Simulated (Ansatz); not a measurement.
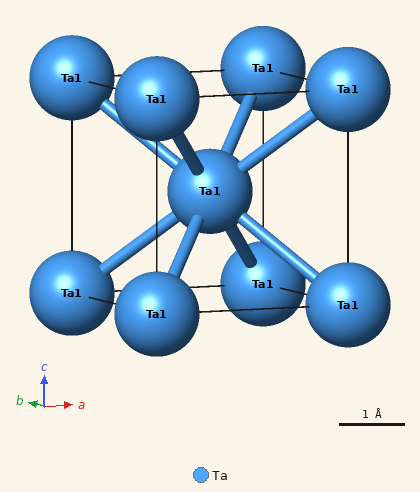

*The structure as given in the input (ball-and-stick view of the cell 2 times as large as that of the calculation, set on its symmetry axes, seen at an oblique angle; atoms are numbered from 1 in the order of the input). An atom can appear more than once, as a periodic image.*

Near neighbours in the periodic cell (some may lie outside the picture): Ta has 8 Ta at 2.85 Å.

# Geometry relaxation of Ta

- system: Ta (I4/mmm, 1 atom in the cell)
- method: DFT r2SCAN, scalar-relativistic, plane waves, PAW, no spin polarisation (Ansatz 0.2.0)

The structure derives from an entry of the Crystallography Open Database. It belongs to a series of runs on one base structure; here: film's bulk on the substrate's plane, third vector and atoms relaxed. Figures and captions count atoms from 1; the log counts them from 0 in places.

The program's output
```
Warning: crystal.symmetry: narrowed to the stabiliser of the k-point mesh — unitary ops 16 → 4; excluded 12 operations that carry a point of the 11×11×20 mesh (shift [0, 0, 0]) off the mesh (the run samples exactly the mesh kpoints.mp_grid names, as under crystal.symmetry.detect: false, and its converged state has the mesh's symmetry, not the crystal's; ε∞, the Born charges and the force constants of a linear response (`dielectric:` by the response, `phonons.method: dfpt`) are averaged over those of the crystal's operations that the state keeps within a tolerance, where `mesh_tensors`, `unaveraged_element` or `gamma_mean_max_change_ev_ang2` stands beside them; a row that `dielectric.field_direction` solves alone is averaged likewise, with nothing beside; a Γ-centred mesh of equal divisions is mapped onto itself by every operation and keeps the whole group, as does a half-shifted one under kpoints.further_shifts: images)
Engine: ansatz 0.2.0, x86_64-unknown-linux-gnu
Pseudopotentials: kind: paw
Pseudopotential: Ta, paw, valence charge 13, recommended cutoff 500 eV (meta_gga), Ta.paw.azcp
Functional definition: r2SCAN
  parameter k0 = 0.174
  parameter k1 = 0.065
  parameter a1 = 4.9479
  exchange = r2scan_x(k0 = k0, k1 = k1, a1 = a1)
  correlation = r2scan_c
Crystal: 1 atoms, lattice volume = 17.812 Å³
Basis set: ecut = 500 eV, 447 PW (Γ), exchange–correlation on 96×96×96 points (64 copies of the dense FFT grid, shifted against one another)
Bands: 11, of which v1, the nominal top of the filled ones, is band 7 counted from 1 (6 counted from 0)
Symmetry: 4 space group operations
k-points: 666 of 2420
Non-local potential: Ta, projectors of the file, l = 0: 3, l = 1: 2, l = 2: 2, l = 3: 1
PAW form: soft (Blöchl's): semilocal exchange-correlation on the pseudo side does not see the compensation charge
PAW frozen core: Ta, regenerated for the run's functional (the file was generated under x = pbe(κ = 0.804, μ = 0.2195149727645171), c = pbe(β = 0.06672455060314922))
PAW one-centre angular grid: Ta, 590 points (default); XC on 160 Gauss nodes
Initial density: superposition of atomic densities (neutral atoms: chi_scale 0, normalization atom), corrected by the library's trained network
Initial wavefunctions: pseudopotential atomic-orbital guess
Functional: x = r2scan, c = r2scan; τ floored in thin density (d = 2e-4 eV/Å³)
SCF iter   1: F=—  HF=-9944.296740 eV  |F-HF|=—  |Δ(HF+E_count)|=         —  Δρ=6.16e-3  dr2=1.72e-3  dr2_τ=1.60e-2  ethr=1.77e-3  ⟨swp⟩=5.5  Hψ=43915  notcnv=0
preconditioner: auto → none  [metal: Δε(μ)=0.004 eV  Ē_g=8.851 eV  σ=0.100 eV  W_gap=0.02  n_scr=0 (ndim 8)  ℏωp=19.7 eV  f_vac=0.000  D(μ)=1.14/eV (n_scr^D=12)]
SCF iter   2: F=—  HF=-9944.315114 eV  |F-HF|=—  |Δ(HF+E_count)|=   1.84e-2  Δρ=3.57e-3  dr2=6.63e-4  dr2_τ=2.28e-4  ethr=1.32e-5  ⟨swp⟩=2.0  Hψ=18206  notcnv=0  defer=121
SCF iter   3: F=—  HF=-9944.315916 eV  |F-HF|=—  |Δ(HF+E_count)|=   8.01e-4  Δρ=3.51e-4  dr2=1.65e-5  dr2_τ=1.32e-5  ethr=5.10e-6  ⟨swp⟩=2.0  Hψ=10355  notcnv=0  defer=121
SCF iter   4: F=—  HF=-9944.315913 eV  |F-HF|=—  |Δ(HF+E_count)|=   3.13e-6  Δρ=1.49e-4  dr2=1.65e-6  dr2_τ=8.83e-7  ethr=1.27e-7  ⟨swp⟩=2.5  Hψ=11154  notcnv=0  defer=121
SCF iter   5: F=—  HF=-9944.315913 eV  |F-HF|=—  |Δ(HF+E_count)|=   7.50e-7  Δρ=8.77e-5  dr2=5.56e-7  dr2_τ=2.22e-7  ethr=1.27e-8  ⟨swp⟩=1.0  Hψ=7155  notcnv=0  defer=121
SCF iter   6: F=-9944.315914 eV  HF=-9944.315914 eV  |F-HF|=2.04e-8  |Δ(HF+E_count)|=   2.26e-7  Δρ=2.17e-5  dr2=3.90e-8  dr2_τ=1.98e-8  ethr=7.69e-10  ⟨swp⟩=7.2  Hψ=42763  notcnv=0
SCF 1 converged in 6 iterations: F = -9944.315914 eV  dr2 = 3.90e-8
  greatest PAW one-centre occupation: 0.998 electrons in one spin orbital (limit 2), on the Ta atom at site 0 (counted from 0), in its partial waves of l = 0
relax step   1: F+E_penalty+E_count = -9944.31591369 eV  Δ(F+E_penalty+E_count) = +0.000e0 eV  max|allowed force component| = 0.000e0 eV/Å  Δτ_max = 0.0000 Å  P = +2.947 GPa  Ω = 17.812 Å³  fix = [a, b, gamma]  reactions: a +4.361, b +4.361 GPa; gamma -0.094 GPa/rad  (6 SCF iters, dr2 threshold 1.00e-7 eV, accepted)
Crystal: 1 atoms, lattice volume = 17.833 Å³
Initial density: handed on by an earlier stage of this run
Initial wavefunctions: those handed on with the density
iter 1 solved again at ethr=5.61e-8 eV; its pass at ethr=3.10e-3 eV (dr2=7.29e-6 eV) is discarded
SCF iter   1: F=—  HF=-9944.315859 eV  |F-HF|=—  |Δ(HF+E_count)|=         —  Δρ=2.62e-4  dr2=1.01e-5  dr2_τ=4.23e-5  ethr=5.61e-8  ⟨swp⟩=2.2  Hψ=49925  notcnv=0
preconditioner: auto → none  [metal: Δε(μ)=0.004 eV  Ē_g=8.837 eV  σ=0.100 eV  W_gap=0.02  n_scr=0 (ndim 8)  ℏωp=19.7 eV  f_vac=0.000  D(μ)=1.11/eV (n_scr^D=12)]
SCF iter   2: F=—  HF=-9944.315905 eV  |F-HF|=—  |Δ(HF+E_count)|=   4.65e-5  Δρ=9.30e-5  dr2=5.81e-7  dr2_τ=1.79e-7  ethr=5.61e-8  ⟨swp⟩=2.0  Hψ=10996  notcnv=0
SCF iter   3: F=—  HF=-9944.315906 eV  |F-HF|=—  |Δ(HF+E_count)|=   4.94e-7  Δρ=5.22e-5  dr2=1.75e-7  dr2_τ=9.53e-9  ethr=5.79e-10  ⟨swp⟩=9.5  Hψ=48813  notcnv=0
SCF iter   4: F=-9944.315906 eV  HF=-9944.315906 eV  |F-HF|=1.36e-8  |Δ(HF+E_count)|=   1.62e-7  Δρ=1.65e-5  dr2=1.76e-8  dr2_τ=9.58e-10  ethr=5.79e-10  ⟨swp⟩=8.0  Hψ=35846  notcnv=0
SCF 2 converged in 4 iterations: F = -9944.315906 eV  dr2 = 1.76e-8
relax step   2: F+E_penalty+E_count = -9944.31590616 eV  Δ(F+E_penalty+E_count) = +7.524e-6 eV  max|allowed force component| = 0.000e0 eV/Å  Δτ_max = 0.0000 Å  P = +2.702 GPa  Ω = 17.833 Å³  energy of the carried Pulay correction = -7.845e-6 eV  fix = [a, b, gamma]  reactions: a +4.148, b +4.148 GPa; gamma -0.086 GPa/rad  (4 SCF iters, dr2 threshold 7.53e-8 eV, accepted)
Crystal: 1 atoms, lattice volume = 17.821 Å³
iter 1 solved again at ethr=7.17e-9 eV; its pass at ethr=3.10e-3 eV (dr2=9.32e-7 eV) is discarded
SCF iter   1: F=—  HF=-9944.315905 eV  |F-HF|=—  |Δ(HF+E_count)|=         —  Δρ=9.26e-5  dr2=1.31e-6  dr2_τ=1.08e-5  ethr=7.17e-9  ⟨swp⟩=3.3  Hψ=54905  notcnv=0
preconditioner: auto → none  [metal: Δε(μ)=0.002 eV  Ē_g=8.844 eV  σ=0.100 eV  W_gap=0.01  n_scr=0 (ndim 8)  ℏωp=19.7 eV  f_vac=0.000  D(μ)=1.11/eV (n_scr^D=12)]
SCF iter   2: F=—  HF=-9944.315919 eV  |F-HF|=—  |Δ(HF+E_count)|=   1.36e-5  Δρ=3.74e-5  dr2=1.09e-7  dr2_τ=2.70e-8  ethr=7.17e-9  ⟨swp⟩=2.0  Hψ=11070  notcnv=0
SCF iter   3: F=-9944.315919 eV  HF=-9944.315919 eV  |F-HF|=2.77e-8  |Δ(HF+E_count)|=   8.77e-8  Δρ=2.15e-5  dr2=3.40e-8  dr2_τ=2.00e-9  ethr=7.62e-10  ⟨swp⟩=8.8  Hψ=43641  notcnv=0
SCF 3 converged in 3 iterations: F = -9944.315919 eV  dr2 = 3.40e-8
relax step   3: F+E_penalty+E_count = -9944.31591921 eV  Δ(F+E_penalty+E_count) = -1.305e-5 eV  max|allowed force component| = 0.000e0 eV/Å  Δτ_max = 0.0000 Å  P = +2.848 GPa  Ω = 17.821 Å³  energy of the carried Pulay correction = -3.179e-6 eV  fix = [a, b, gamma]  reactions: a +4.273, b +4.273 GPa; gamma -0.090 GPa/rad  (3 SCF iters, dr2 threshold 9.91e-8 eV, accepted)
Initial wavefunctions: pseudopotential atomic-orbital guess (no wavefunctions were taken with the density)
iter 1 solved again at ethr=2.12e-8 eV; its pass at ethr=3.10e-3 eV (dr2=2.75e-6 eV) is discarded
SCF iter   1: F=—  HF=-9944.315923 eV  |F-HF|=—  |Δ(HF+E_count)|=         —  Δρ=2.15e-5  dr2=3.42e-8  dr2_τ=2.37e-9  ethr=2.12e-8  ⟨swp⟩=3.4  Hψ=65651  notcnv=0
preconditioner: auto → none  [metal: Δε(μ)=0.003 eV  Ē_g=8.844 eV  σ=0.100 eV  W_gap=0.02  n_scr=0 (ndim 8)  ℏωp=19.7 eV  f_vac=0.000  D(μ)=1.11/eV (n_scr^D=12)]
SCF iter   2: F=—  HF=-9944.315922 eV  |F-HF|=—  |Δ(HF+E_count)|=   3.41e-7  Δρ=1.19e-5  dr2=1.02e-8  dr2_τ=6.40e-10  ethr=2.63e-10  ⟨swp⟩=1.6  Hψ=8230  notcnv=0
SCF iter   3: F=-9944.315922 eV  HF=-9944.315922 eV  |F-HF|=0.00e0  |Δ(HF+E_count)|=   9.58e-9  Δρ=3.99e-7  dr2=1.23e-11  dr2_τ=4.44e-12  ethr=1.00e-12  ⟨swp⟩=5.4  Hψ=38262  notcnv=0
SCF 4 converged in 3 iterations: F = -9944.315922 eV  dr2 = 1.23e-11
relax step   4: F+E_penalty+E_count = -9944.31592225 eV  Δ(F+E_penalty+E_count) = -3.043e-6 eV  max|allowed force component| = 0.000e0 eV/Å  Δτ_max = 0.0000 Å  P = +2.848 GPa  Ω = 17.821 Å³  fix = [a, b, gamma]  reactions: a +4.273, b +4.273 GPa; gamma -0.090 GPa/rad  stress off target by 5.73e-3 GPa on what of the cell is left free  SCF on the basis re-selected at this cell (its energy is not comparable with the rows above)  (3 SCF iters)
```

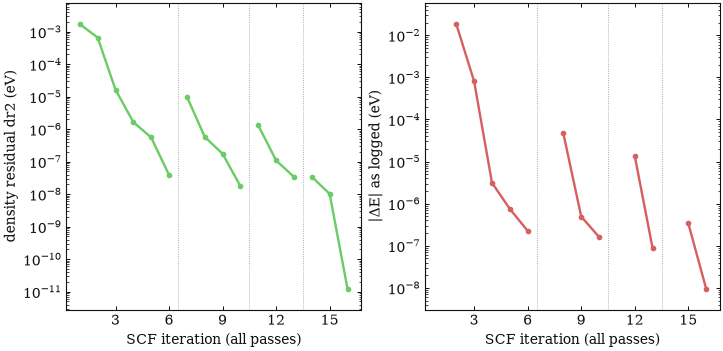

*Convergence of the self-consistent field: density residual dr2 and size of the energy change against the SCF iteration. The dotted lines part the SCF passes of the relaxation: geometry steps, rejected trials and re-solves on a re-selected basis.*

The passes take 6, 4, 3 and 3 iterations.

```
basis re-selected at this cell: Δ(F+E_penalty+E_count) = -3.043e-6 eV, ΔP = -0.001 GPa vs the last step (what re-selecting the basis moved, of the pressure what is left beyond the Pulay correction that the steps carried, after the strain that the cell walked since its last selection, with what the two solves' SCF thresholds leave and, on support functions, any second-order correction that the steps lacked; it is no measure of the basis error at this ecutwfc). This SCF's stress stands 5.73e-3 GPa from its target on what of the cell is left free (relax.cell.stress_tol is 1.00e-1 GPa) and its largest allowed force component is 0.00e0 eV/Å (relax.f_tol is 1.00e-2 eV/Å): within both
SCF converged after 3 iterations
Free energy (F): -9944.315922 eV
Harris-Foulkes:  -9944.315922 eV  (|F-HF|=0.00e0)
Internal energy: -9944.310363 eV  (E = F + TS)
E sigma→0 (E₀):  -9944.313143 eV
Entropy (-TS):   -0.005559 eV (-5.559 meV/atom)
Fermi energy:    18.696518 eV
--- Per-component energies (eV) ---
  E_band       = -113.416257
  E_kinetic    = 367.433659
  E_local      = -541.543309  (includes V_loc(G=0)·N_el)
  E_nonlocal   = 15.133156
  E_hartree    = 188.613918
  E_xc         = -204.579388
  E_vxc        = -222.311529  (∫ρ·V_xc dr)
  E_paw        = -8423.087273  (= ΣΔE_a)
  E_vpaw       = -120.593037  (= ΣTr[D̂ρ^β])
  E_aug_tail   = 0.000077  (compensation charges beyond the density's cutoff)
  E_vtau       = 11.236835  (kinetic-family band-sum trace: ∫τ·v_τ [+ j·A + Jᵃ·Aᵃ] dr)
  E_ewald      = -1345.524924
  E_core_change = -0.756280  (= ΣΔE_core)
  E_smearing   = -0.005559  (= −TS)
  E_closure    = -0.000000  (closes the sum)
  Σ components = -9944.315922   (vs F -9944.315922, Δ=0.00e0)
--- Forces (eV/Å), atoms counted from 1 ---
  atom   1  Ta     0.00000000     0.00000000     0.00000000
  max |Σ_I F_I| component: 0.00e0 eV/Å
--- Stress (GPa, compression-positive) ---
        4.273477       0.089652      -0.004044
        0.089652       4.273477       0.004044
       -0.004044       0.004044      -0.003481
  P = ⅓ Tr σ = 2.8478 GPa (28.478 kbar)
--- Band table (eV; the first three rows and the last of 666) ---
  k-point 0: bands = ["-50.1634", "-15.4193", "-15.4117", "-15.4092", "10.3766", "19.4020", "19.4029", "19.8903", "22.7310", "23.3889", "33.5959"]
  k-point 1: bands = ["-50.1573", "-15.4625", "-15.4321", "-15.4302", "10.6005", "19.3932", "19.3941", "19.9947", "22.3402", "23.4849", "34.0607"]
  k-point 2: bands = ["-50.1395", "-15.5826", "-15.4916", "-15.4899", "11.2461", "19.3984", "19.3994", "20.3045", "21.3592", "23.7311", "35.2373"]
  k-point 665: bands = ["-50.0255", "-16.6754", "-15.8599", "-15.4627", "14.2221", "16.8866", "20.1466", "23.1034", "24.5226", "26.9509", "31.1845"]
--- Relaxed structure (3 steps of the walk, 3 accepted, 1 SCFs on fresh bases) ---
  F+E_penalty+E_count = -9944.31592225 eV   max|allowed force component| = 0.000e0 eV/Å   (the final SCF, on the basis selected at the relaxed cell)
  cell:  # Å, volume = 17.8207 Å³
    - [3.2517895296064054, 2.1179360872282364e-7, -0.0011736338392202739]
    - [2.1179360872282364e-7, 3.2517895296064054, 0.0011736338392202739]
    - [1.6252866819957779, -1.6252866819957779, 1.6841375703060784]
  atoms:
    - { symbol: Ta, position: [0.0, 0.0, 0.0] }
```

Trajectory as extended XYZ (Å, eV, eV/Å), 4 frames, from step=1 to step=4
```
1
Lattice="3.2518 0.0000 0.0000 0.0000 3.2518 0.0000 1.6259 -1.6259 1.6845" Properties=species:S:1:pos:R:3:forces:R:3 step=1 energy=-9944.31591 pressure_GPa=2.95
Ta    0.0000    0.0000    0.0000    0.0000   0.0000   0.0000
1
Lattice="3.2518 0.0000 -0.0018 0.0000 3.2518 0.0018 1.6250 -1.6250 1.6847" Properties=species:S:1:pos:R:3:forces:R:3 step=2 energy=-9944.31591 pressure_GPa=2.70
Ta    0.0000    0.0000    0.0000    0.0000   0.0000   0.0000
1
Lattice="3.2518 0.0000 -0.0012 0.0000 3.2518 0.0012 1.6253 -1.6253 1.6841" Properties=species:S:1:pos:R:3:forces:R:3 step=3 energy=-9944.31592 pressure_GPa=2.85
Ta    0.0000    0.0000    0.0000    0.0000   0.0000   0.0000
1
Lattice="3.2518 0.0000 -0.0012 0.0000 3.2518 0.0012 1.6253 -1.6253 1.6841" Properties=species:S:1:pos:R:3:forces:R:3 step=4 energy=-9944.31592 pressure_GPa=2.85
Ta    0.0000    0.0000    0.0000    0.0000   0.0000   0.0000
```

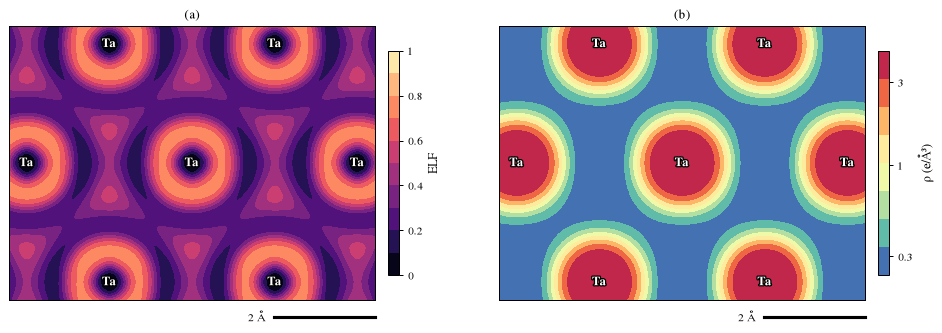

*(a) electron localisation function; (b) valence pseudo-density on the (101) plane of the conventional cell.*

Atoms in the plane: Ta. Ta–Ta (2.85 Å): the density is about 0.3 e/Å³ at the midpoint; the ELF is about 0.30 at the midpoint (no localised pair between them). Away from the nuclei the density in this plane falls to 0.23 e/Å³ at its lowest. The ELF has a maximum of about 0.50 in the space between the atoms. The strong features right at Ta lie inside the PAW spheres (semicore, d or f shells) and say nothing about bonding. Core electrons are frozen (PAW), so the fields are smoothed inside the atomic spheres.

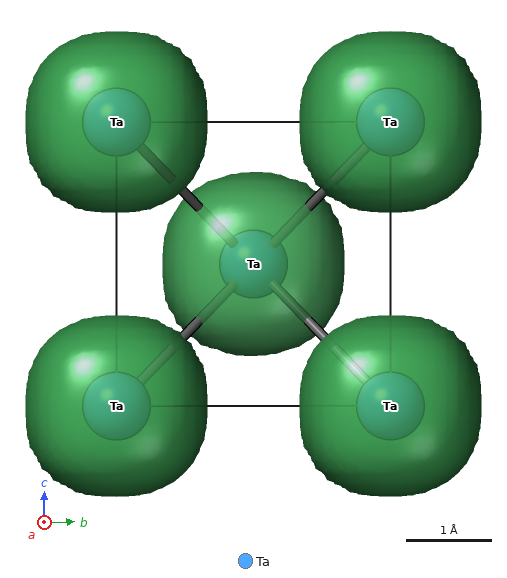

*Isosurface of the valence electron density at 0.4 e/Å³ (green), seen along the a axis. Sticks mark near contacts. The outline is the cell set on symmetry axes.*

At this value the density breaks into separate islands; it holds about 75 % of the electrons treated as valence (semicore included). It is pinched off along the Ta–Ta (2.85 Å) contacts. On the grid the lowest density along these lines, outside the cores, is 0.31 e/Å³ (Ta–Ta, 2.85 Å).

The run was set up as follows.

The input
```yaml
crystal:
  lattice:
    - [3.2517897414, 0.0, 0.0]
    - [0.0, 3.2517897414, 0.0]
    - [1.6258948707, -1.6258948707, 1.6845229022]
  atoms:
    - { symbol: Ta, position: [0.0, 0.0, 0.0] }
basis:
  ecutwfc: 500
kpoints:
  mp_grid: { grid: [11, 11, 20] }
hamiltonian:
  xc: r2scan
scf:
  occupations: { method: gaussian, width: 0.1 }
output:
  forces: true
  stress: true
  eigenvalues: true
  write_density: true
  write_potential: true
  elf: true
  volumetric_format: npy
relax:
  adjacent_minimum: "off"
  f_tol: 0.01
  max_steps: 50
  cell: { fix: [a, b, gamma], stress_tol: 0.1 }
```

Launch command:
```bash
ansatz run input.yaml --threads 2 --pin off --max-ram 5120MiB --backend cpu --events-out ev --progress --plain --runs-dir out
```

Results in brief

| quantity | value |
| --- | --- |
| outcome | converged |
| space group (tolerance 0.01 Å) | I4/mmm (139) |
| electrons treated | 13 |
| free energy | −9944.3159 eV |
| Fermi energy | 18.697 eV |
| gap on the k-point mesh | none (metallic) |
| pressure | 2.85 GPa |
| final volume | 17.82 Å³ |
| largest force (length of the vector) at the end | under 0.001 eV/Å |
| final cell | a = 3.252 Å, b = 3.252 Å, c = 2.849 Å, α = 124.76°, β = 55.24°, γ = 90.00° |
| hardware | 2 threads of Intel Xeon (Granite Rapids), 32 GiB of memory available, shared host |
| wall time | 31 s (CPU time 60 s) |
| peak memory | 0.57 GiB |

Remarks

Warnings of the run: the k-point mesh lowers the symmetry that the run can use. Spin–orbit coupling is left out, which matters for Ta.
